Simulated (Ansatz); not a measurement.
# Run report: Si54C (charge +1), geometry relaxation (part 4 of 4)

The same run, continued: Si54C (defect cell, 55 atoms in the cell, total charge +1); DFT PBE, scalar-relativistic, plane waves, PAW, spin-polarised (Ansatz 0.2.0); cutoff 420 eV, 2×2×2 k-mesh, Gaussian smearing of 0.01 eV, collinear spins. The structure derives from an entry of the Crystallography Open Database.

**Trajectory as extended XYZ, continued**
```
55
Lattice="-8.2045 8.2045 0.0000 0.0000 8.2045 -8.2045 -8.2045 0.0000 -8.2045" Properties=species:S:1:pos:R:3:forces:R:3 step=3 energy=-34586.79520 accepted=F
Si   -9.7006    9.5989  -15.0060   -0.0228  -0.0126  -0.0422
Si   -9.5917    6.8057  -12.3172    0.0351  -0.0381  -0.0296
Si   -6.8766    9.5598  -12.3146   -0.0028  -0.0137  -0.0247
Si   -9.5903    4.0844   -9.5952    0.0248  -0.0187  -0.0240
Si   -6.8596    6.8292   -9.5744   -0.0090  -0.0110  -0.0124
Si   -4.1573    9.5771   -9.5691   -0.0044  -0.0115  -0.0138
Si   -6.8747    4.0897   -6.8395    0.0230  -0.0008   0.0123
Si   -4.1568    6.8323   -6.8269    0.0013   0.0002  -0.0178
Si   -4.1541    4.1000   -4.0968    0.0014  -0.0073  -0.0046
Si  -12.3719   12.3466  -15.0492   -0.0109  -0.0215   0.0196
Si  -12.3742    9.5616  -12.2637   -0.0080   0.0087  -0.0060
Si   -9.6284   12.3058  -12.2999    0.0007  -0.0123  -0.0095
Si  -12.1046    6.7085   -9.6982    0.0977  -0.1215  -0.1739
Si   -9.5482    9.5764   -9.5687    0.0004   0.0119  -0.0253
Si   -6.8769   12.3188   -9.5564    0.0136  -0.0036  -0.0105
Si   -9.5463    6.8321   -6.8239   -0.0244  -0.0125  -0.0082
Si   -6.8599    9.5807   -6.8219   -0.0105  -0.0044  -0.0092
Si   -6.8736    6.8458   -4.0852   -0.0197   0.0176   0.0269
Si  -15.2786   15.1714  -15.1619   -0.0465  -0.1526   0.0085
Si  -15.0432   12.3059  -12.2991    0.0189   0.0036  -0.0107
Si  -12.3720   15.0550  -12.3384   -0.0059  -0.0180   0.0049
Si  -15.2910    9.4351   -9.4260    0.0481   0.1058  -0.0818
Si  -12.3717   12.2737   -9.5544   -0.0094  -0.0197  -0.0226
Si   -9.7069   15.0164   -9.5930    0.0777  -0.0357  -0.0522
Si  -12.1052    9.6958   -6.7061    0.0813   0.1402   0.0812
Si   -9.5916   12.3224   -6.7997    0.0422   0.0368   0.0015
Si   -9.5877    9.6044   -4.0793    0.0181   0.0010   0.0207
Si   -2.8114    8.2003   -8.2035   -0.0087   0.0767   0.0876
Si   -2.7935    5.4673   -5.4639    0.0050   0.0064   0.0179
Si   -8.3225    8.2459  -13.6500   -0.0203   0.0681   0.0274
Si   -2.7917    2.7336   -2.7302    0.0082   0.0160   0.0139
Si   -8.2189    5.4586  -10.9432    0.0036   0.0035   0.0039
Si   -5.5121    8.2071  -10.9438    0.0042  -0.0002   0.0010
Si   -8.3186    2.7588   -8.1472   -0.0643  -0.0418   0.0139
Si   -5.5127    5.4598   -8.1963    0.0056  -0.0003   0.0034
Si   -5.5132    2.7227   -5.4732   -0.0063   0.0065   0.0003
Si   -5.5130   10.9494   -8.1998    0.0101   0.0188   0.0005
Si   -5.5111    8.2021   -5.4558    0.0042   0.0075   0.0241
Si  -11.0536   10.9697  -13.6380    0.0086   0.0047  -0.0153
Si   -5.5150    5.4754   -2.7222    0.0070   0.0010   0.0002
Si  -10.8832    8.2400  -10.9915    0.0022  -0.0044   0.0193
Si   -8.2228   10.9577  -10.9550   -0.0022   0.0060   0.0023
Si  -10.8844    5.4162   -8.1674    0.0233   0.0274   0.0355
Si   -8.2033    8.2033   -8.1984    0.0166   0.0072   0.0110
Si   -8.2227    5.4471   -5.4415    0.0051   0.0000   0.0002
Si   -8.3254   13.6498   -8.2508    0.0073   0.0814   0.0453
Si   -8.2183   10.9503   -5.4551    0.0157   0.0036   0.0195
Si  -13.7648   13.7838  -13.7777   -0.0298  -0.0134   0.0175
Si   -8.3194    8.1582   -2.7485   -0.0384  -0.0586  -0.0074
Si  -13.7656   10.8286  -10.8207   -0.0285  -0.0192   0.0280
Si  -11.0502   13.6446  -10.9666   -0.0239   0.0086   0.0117
Si  -12.9397    8.2229   -8.2283   -0.1112   0.0031   0.0904
Si  -10.8848   10.9956   -8.2322   -0.0012  -0.0115   0.0014
Si  -10.8827    8.1727   -5.4073    0.0134  -0.0258  -0.0264
C     1.7024   -0.0055    0.0122   -0.1154   0.0182  -0.0238
55
Lattice="-8.2045 8.2045 0.0000 0.0000 8.2045 -8.2045 -8.2045 0.0000 -8.2045" Properties=species:S:1:pos:R:3:forces:R:3 step=4 energy=-34586.80147
Si   -9.7102    9.6011  -15.0084    0.0219   0.0001   0.0195
Si   -9.5859    6.8032  -12.3157   -0.0064   0.0227  -0.0117
Si   -6.8716    9.5621  -12.3181   -0.0030   0.0058   0.0105
Si   -9.5866    4.0862   -9.5952   -0.0125  -0.0026   0.0018
Si   -6.8562    6.8274   -9.5750   -0.0002   0.0010   0.0035
Si   -4.1575    9.5768   -9.5722    0.0072   0.0102   0.0062
Si   -6.8723    4.0860   -6.8402   -0.0169  -0.0073  -0.0179
Si   -4.1574    6.8316   -6.8253    0.0052  -0.0028   0.0094
Si   -4.1505    4.0989   -4.0975    0.0136   0.0064   0.0047
Si  -12.3740   12.3478  -15.0448   -0.0034  -0.0102  -0.0121
Si  -12.3737    9.5633  -12.2596   -0.0008  -0.0211  -0.0103
Si   -9.6275   12.3065  -12.3017   -0.0028   0.0024   0.0003
Si  -12.0980    6.7041   -9.7015   -0.0016   0.0454   0.0273
Si   -9.5398    9.5791   -9.5736   -0.0088  -0.0085   0.0069
Si   -6.8717   12.3231   -9.5580   -0.0096   0.0040   0.0119
Si   -9.5435    6.8309   -6.8256    0.0022   0.0067  -0.0070
Si   -6.8557    9.5810   -6.8221    0.0014   0.0004   0.0027
Si   -6.8742    6.8446   -4.0813    0.0114  -0.0003  -0.0111
Si  -15.2975   15.1641  -15.1593    0.0067   0.0803  -0.0341
Si  -15.0371   12.3044  -12.2978   -0.0452  -0.0128   0.0078
Si  -12.3732   15.0509  -12.3416   -0.0032   0.0049   0.0050
Si  -15.2862    9.4571   -9.4496   -0.1345  -0.1705   0.1276
Si  -12.3744   12.2642   -9.5570    0.0042   0.0104   0.0170
Si   -9.7064   15.0127   -9.5963   -0.0395   0.0247   0.0380
Si  -12.0972    9.7038   -6.7015   -0.0020  -0.0207  -0.0361
Si   -9.5845   12.3230   -6.7978   -0.0138   0.0002  -0.0118
Si   -9.5856    9.6006   -4.0782   -0.0109  -0.0007  -0.0101
Si   -2.8144    8.2071   -8.1955   -0.0020  -0.0509  -0.0542
Si   -2.7891    5.4682   -5.4620   -0.0014  -0.0011  -0.0099
Si   -8.3297    8.2599  -13.6442    0.0186  -0.0381  -0.0343
Si   -2.7869    2.7351   -2.7287   -0.0091  -0.0070  -0.0018
Si   -8.2134    5.4572  -10.9428    0.0021   0.0061   0.0068
Si   -5.5104    8.2052  -10.9468   -0.0002   0.0018   0.0035
Si   -8.3265    2.7537   -8.1474    0.0286   0.0249   0.0054
Si   -5.5096    5.4560   -8.1972   -0.0007   0.0054   0.0031
Si   -5.5078    2.7253   -5.4739   -0.0079   0.0043   0.0070
Si   -5.5099   10.9531   -8.2007   -0.0045  -0.0110  -0.0018
Si   -5.5103    8.2027   -5.4492   -0.0026  -0.0048  -0.0138
Si  -11.0561   10.9723  -13.6368    0.0046   0.0090   0.0107
Si   -5.5077    5.4761   -2.7237   -0.0124  -0.0045  -0.0029
Si  -10.8801    8.2415  -10.9884    0.0122  -0.0269   0.0038
Si   -8.2168   10.9626  -10.9577    0.0038   0.0004  -0.0013
Si  -10.8828    5.4162   -8.1624    0.0048   0.0107  -0.0140
Si   -8.1987    8.2044   -8.1984    0.0041   0.0016  -0.0013
Si   -8.2192    5.4465   -5.4432   -0.0003  -0.0003   0.0102
Si   -8.3278   13.6527   -8.2519    0.0151  -0.0156  -0.0033
Si   -8.2128   10.9487   -5.4506   -0.0040  -0.0063  -0.0109
Si  -13.7717   13.7808  -13.7748    0.0134   0.0265  -0.0204
Si   -8.3233    8.1505   -2.7498    0.0129   0.0298   0.0078
Si  -13.7747   10.8220  -10.8171    0.1239   0.0849  -0.0742
Si  -11.0567   13.6408  -10.9663    0.0184   0.0011  -0.0037
Si  -12.9694    8.2155   -8.2124   -0.0090  -0.0385   0.0230
Si  -10.8792   10.9941   -8.2356    0.0126   0.0039   0.0265
Si  -10.8814    8.1682   -5.4101    0.0037   0.0135  -0.0049
C     1.6685   -0.0015    0.0016    0.0167   0.0130   0.0068
55
Lattice="-8.2045 8.2045 0.0000 0.0000 8.2045 -8.2045 -8.2045 0.0000 -8.2045" Properties=species:S:1:pos:R:3:forces:R:3 step=5 energy=-34586.80578
Si   -9.7081    9.6006  -15.0090    0.0038   0.0057  -0.0013
Si   -9.5865    6.8055  -12.3180    0.0013  -0.0079   0.0007
Si   -6.8726    9.5621  -12.3182   -0.0020  -0.0028   0.0025
Si   -9.5888    4.0865   -9.5974    0.0089  -0.0063   0.0011
Si   -6.8560    6.8282   -9.5750    0.0011  -0.0034  -0.0011
Si   -4.1574    9.5777   -9.5724   -0.0021  -0.0024  -0.0001
Si   -6.8735    4.0866   -6.8408    0.0005   0.0001  -0.0053
Si   -4.1568    6.8315   -6.8258   -0.0001  -0.0010  -0.0016
Si   -4.1506    4.1013   -4.0975   -0.0037   0.0010  -0.0022
Si  -12.3736   12.3465  -15.0469    0.0052   0.0041   0.0010
Si  -12.3718    9.5600  -12.2618    0.0013   0.0063   0.0010
Si   -9.6270   12.3067  -12.3015   -0.0005   0.0024  -0.0002
Si  -12.0983    6.7078   -9.7000   -0.0097  -0.0101   0.0134
Si   -9.5403    9.5784   -9.5730   -0.0059  -0.0001   0.0009
Si   -6.8724   12.3226   -9.5577   -0.0017   0.0003   0.0005
Si   -9.5434    6.8320   -6.8268    0.0039  -0.0032   0.0047
Si   -6.8561    9.5808   -6.8226    0.0001  -0.0004   0.0027
Si   -6.8734    6.8453   -4.0823   -0.0002   0.0045   0.0031
Si  -15.2971   15.1643  -15.1584    0.0152   0.0102  -0.0147
Si  -15.0421   12.3032  -12.2976    0.0187   0.0068  -0.0034
Si  -12.3729   15.0522  -12.3408    0.0051  -0.0012  -0.0020
Si  -15.2956    9.4432   -9.4384    0.0161   0.0212  -0.0136
Si  -12.3712   12.2676   -9.5543    0.0003   0.0002  -0.0058
Si   -9.7076   15.0146   -9.5948    0.0087  -0.0042  -0.0095
Si  -12.0974    9.7045   -6.7033   -0.0080  -0.0129   0.0100
Si   -9.5856   12.3240   -6.7996    0.0007  -0.0009   0.0027
Si   -9.5881    9.6027   -4.0805    0.0081  -0.0029   0.0057
Si   -2.8148    8.2044   -8.1996   -0.0007   0.0050   0.0051
Si   -2.7891    5.4687   -5.4634    0.0028   0.0014  -0.0001
Si   -8.3278    8.2570  -13.6471    0.0006   0.0078  -0.0020
Si   -2.7895    2.7355   -2.7303    0.0038  -0.0010   0.0010
Si   -8.2150    5.4595  -10.9429   -0.0012  -0.0033  -0.0028
Si   -5.5106    8.2063  -10.9466   -0.0001   0.0021   0.0009
Si   -8.3256    2.7569   -8.1485   -0.0107  -0.0059   0.0122
Si   -5.5100    5.4573   -8.1963   -0.0015  -0.0017  -0.0017
Si   -5.5089    2.7260   -5.4735    0.0022   0.0052   0.0002
Si   -5.5108   10.9518   -8.2013    0.0021  -0.0004   0.0009
Si   -5.5105    8.2018   -5.4518    0.0024   0.0041   0.0008
Si  -11.0546   10.9722  -13.6366   -0.0015  -0.0075  -0.0042
Si   -5.5088    5.4771   -2.7226    0.0021   0.0029   0.0005
Si  -10.8788    8.2394  -10.9881    0.0006   0.0113  -0.0009
Si   -8.2172   10.9622  -10.9576   -0.0017  -0.0006   0.0003
Si  -10.8822    5.4173   -8.1646   -0.0038  -0.0050  -0.0008
Si   -8.1981    8.2047   -8.1990    0.0005   0.0002  -0.0010
Si   -8.2194    5.4472   -5.4426   -0.0060   0.0010  -0.0032
Si   -8.3264   13.6522   -8.2522   -0.0030   0.0045  -0.0025
Si   -8.2149   10.9485   -5.4536   -0.0006   0.0023   0.0024
Si  -13.7698   13.7828  -13.7768   -0.0080  -0.0043   0.0008
Si   -8.3245    8.1530   -2.7518   -0.0158  -0.0120   0.0036
Si  -13.7662   10.8259  -10.8197   -0.0124   0.0008  -0.0051
Si  -11.0539   13.6421  -10.9662   -0.0009   0.0030   0.0032
Si  -12.9673    8.2016   -8.1968   -0.0001   0.0114  -0.0135
Si  -10.8781   10.9942   -8.2338    0.0022  -0.0017  -0.0093
Si  -10.8816    8.1699   -5.4115   -0.0022   0.0014   0.0034
C     1.6724   -0.0022    0.0085   -0.0143  -0.0238   0.0227
55
Lattice="-8.2045 8.2045 0.0000 0.0000 8.2045 -8.2045 -8.2045 0.0000 -8.2045" Properties=species:S:1:pos:R:3:forces:R:3 step=6 energy=-34586.80579
Si   -9.7081    9.6006  -15.0090    0.0038   0.0058  -0.0012
Si   -9.5865    6.8055  -12.3180    0.0013  -0.0078   0.0009
Si   -6.8726    9.5621  -12.3182   -0.0020  -0.0028   0.0026
Si   -9.5888    4.0865   -9.5974    0.0090  -0.0062   0.0011
Si   -6.8560    6.8282   -9.5750    0.0010  -0.0034  -0.0011
Si   -4.1574    9.5777   -9.5724   -0.0023  -0.0024  -0.0002
Si   -6.8735    4.0866   -6.8408    0.0005   0.0002  -0.0054
Si   -4.1568    6.8315   -6.8258   -0.0003  -0.0010  -0.0016
Si   -4.1506    4.1013   -4.0975   -0.0037   0.0010  -0.0022
Si  -12.3736   12.3465  -15.0469    0.0052   0.0042   0.0011
Si  -12.3718    9.5600  -12.2618    0.0013   0.0063   0.0011
Si   -9.6270   12.3067  -12.3015   -0.0005   0.0024  -0.0002
Si  -12.0983    6.7078   -9.7000   -0.0096  -0.0100   0.0135
Si   -9.5403    9.5784   -9.5730   -0.0059  -0.0002   0.0010
Si   -6.8724   12.3226   -9.5577   -0.0017   0.0002   0.0005
Si   -9.5434    6.8320   -6.8268    0.0039  -0.0032   0.0047
Si   -6.8561    9.5808   -6.8226    0.0000  -0.0005   0.0027
Si   -6.8734    6.8453   -4.0823   -0.0003   0.0045   0.0030
Si  -15.2971   15.1643  -15.1584    0.0153   0.0098  -0.0143
Si  -15.0421   12.3032  -12.2976    0.0188   0.0068  -0.0034
Si  -12.3729   15.0522  -12.3408    0.0051  -0.0013  -0.0020
Si  -15.2956    9.4432   -9.4384    0.0162   0.0216  -0.0141
Si  -12.3712   12.2676   -9.5543    0.0003   0.0001  -0.0058
Si   -9.7076   15.0146   -9.5948    0.0087  -0.0043  -0.0096
Si  -12.0974    9.7045   -6.7033   -0.0079  -0.0129   0.0099
Si   -9.5856   12.3240   -6.7996    0.0007  -0.0010   0.0026
Si   -9.5881    9.6027   -4.0805    0.0081  -0.0030   0.0055
Si   -2.8148    8.2044   -8.1996   -0.0006   0.0050   0.0051
Si   -2.7891    5.4687   -5.4634    0.0028   0.0015  -0.0001
Si   -8.3278    8.2570  -13.6471    0.0005   0.0077  -0.0021
Si   -2.7895    2.7355   -2.7303    0.0038  -0.0010   0.0010
Si   -8.2150    5.4595  -10.9429   -0.0013  -0.0033  -0.0029
Si   -5.5106    8.2063  -10.9466    0.0000   0.0021   0.0009
Si   -8.3256    2.7569   -8.1485   -0.0107  -0.0060   0.0122
Si   -5.5100    5.4573   -8.1963   -0.0014  -0.0017  -0.0016
Si   -5.5089    2.7260   -5.4735    0.0022   0.0053   0.0002
Si   -5.5108   10.9518   -8.2013    0.0022  -0.0004   0.0009
Si   -5.5105    8.2018   -5.4518    0.0025   0.0040   0.0008
Si  -11.0546   10.9722  -13.6366   -0.0015  -0.0076  -0.0042
Si   -5.5088    5.4771   -2.7226    0.0021   0.0029   0.0005
Si  -10.8788    8.2394  -10.9881    0.0006   0.0112  -0.0011
Si   -8.2172   10.9622  -10.9576   -0.0016  -0.0006   0.0002
Si  -10.8822    5.4173   -8.1646   -0.0039  -0.0051  -0.0009
Si   -8.1981    8.2047   -8.1990    0.0006   0.0002  -0.0011
Si   -8.2194    5.4472   -5.4426   -0.0059   0.0010  -0.0031
Si   -8.3264   13.6522   -8.2522   -0.0030   0.0046  -0.0024
Si   -8.2149   10.9485   -5.4536   -0.0006   0.0024   0.0025
Si  -13.7698   13.7828  -13.7768   -0.0081  -0.0043   0.0007
Si   -8.3245    8.1530   -2.7518   -0.0158  -0.0120   0.0037
Si  -13.7662   10.8259  -10.8197   -0.0125   0.0007  -0.0051
Si  -11.0539   13.6421  -10.9662   -0.0009   0.0031   0.0033
Si  -12.9673    8.2016   -8.1968    0.0003   0.0114  -0.0136
Si  -10.8781   10.9942   -8.2338    0.0021  -0.0015  -0.0092
Si  -10.8816    8.1699   -5.4115   -0.0023   0.0015   0.0035
C     1.6724   -0.0022    0.0085   -0.0146  -0.0239   0.0226
```

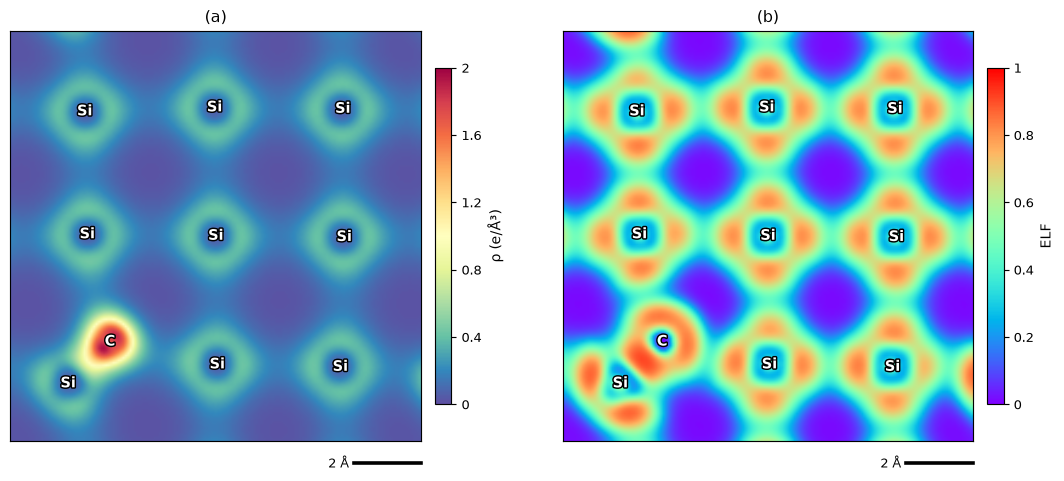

Fig. 1: (a) valence pseudo-density; (b) ELF on the (110) plane of the calculation cell. The section cuts through Si and C sites. Si–C (1.77 Å): the density is about 1 e/Å³ at the midpoint; the ELF peaks at about 0.90 between the atoms, which marks a covalent bond. Away from the nuclei the density in this plane falls to 0.02 e/Å³ at its lowest. The fields are those of the smooth PAW valence density.

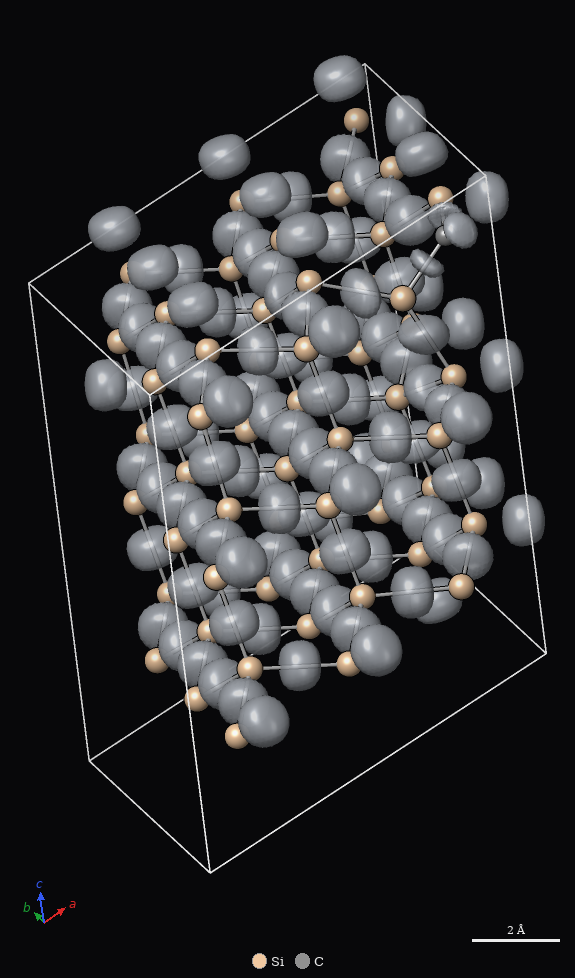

Fig. 2: Isosurface of the electron localisation function at 0.85 (grey), seen slightly off an axis. Only the valence region is drawn (cores and ρ < 0.01 e/Å³ removed). Sticks mark near contacts. The outline is the calculation cell. Along the contacts the grid gives the following. Si–C (1.77 Å): the ELF peaks at about 0.90 between the atoms (a shared electron pair).
